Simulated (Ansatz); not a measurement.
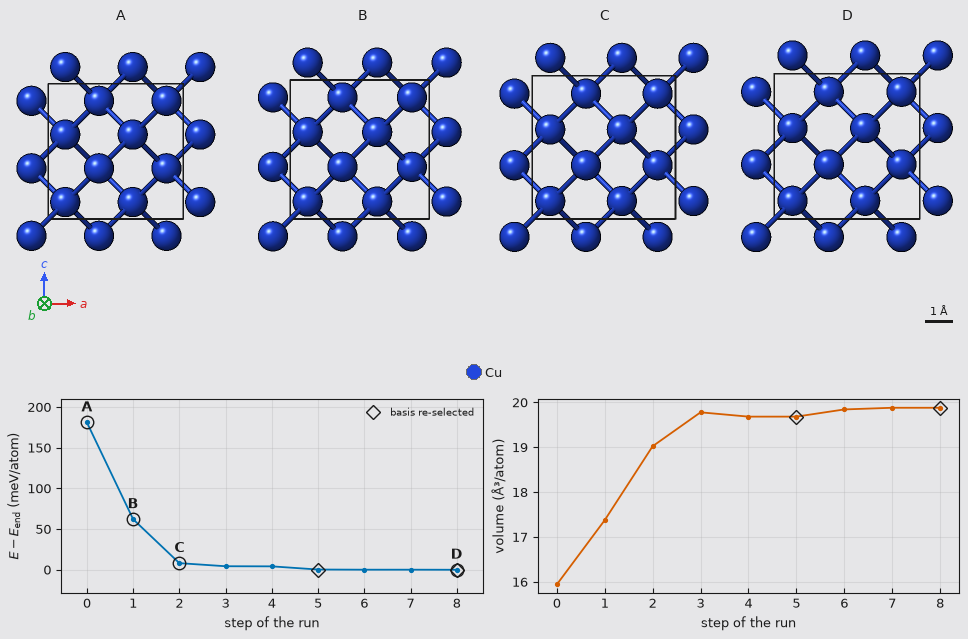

Frames of a relaxation of crystalline Cu (a generated structure, set up in Fd-3m), marked on the history of the run. Style: ball-and-stick. Shown: the conventional cell (4 times the calculation's cell), along the b axis. Lengths and directions refer to the drawn axes.

Phase: diamond.

Computed with DFT, revPBE, plane waves (420 eV) with PAW, scalar-relativistic in Ansatz 0.2.0. Settings: plane-wave cutoff 420 eV; k-point mesh 11 × 11 × 11; occupations fermi dirac; smearing width 0.1 eV; no spin polarisation; cell and atoms relaxed; force threshold 0.01 eV/Å; at most 60 steps.

Q: What happens along the run?

A: The atoms keep their places relative to the cell (all moves are under 0.005 Å). The volume changes by +24.7 %, with a = b = c 5.034 → 5.418 Å (+7.6 %). Near-neighbour distances that change, for instance: Cu–Cu 2.180 → 2.346 Å. The space group stays Fd-3m (No. 227). After 6 accepted moves (8 points after the start) the energy has fallen by 181 meV per atom. All forces vanish by symmetry, so only the cell relaxes. Pressure: 18.41 GPa at the start and 0.00 GPa at the end. The SCF was repeated twice at an unchanged geometry on a basis and grid sized afresh for the cell, which shifted the energy by 3.9 meV per atom at most. From step 0 to 1: volume +9.0 %, energy −119 meV per atom. From step 1 to 2: volume +9.5 %, energy −54.0 meV per atom. From step 2 to 8: volume +4.5 %, energy −8.1 meV per atom.

```csv
step,"E − E(0), meV/atom","pressure, GPa","volume, Å³/atom",note
0,0.00,18.41,15.944,
1,-118.98,9.04,17.377,
2,-172.95,2.11,19.025,
3,-176.76,-0.30,19.780,
4,-176.89,-0.01,19.684,
5,-180.80,0.48,19.684,"same geometry, new basis"
6,-181.01,0.10,19.844,
7,-181.00,0.01,19.882,
8,-181.09,0.00,19.882,"same geometry, new basis"
```
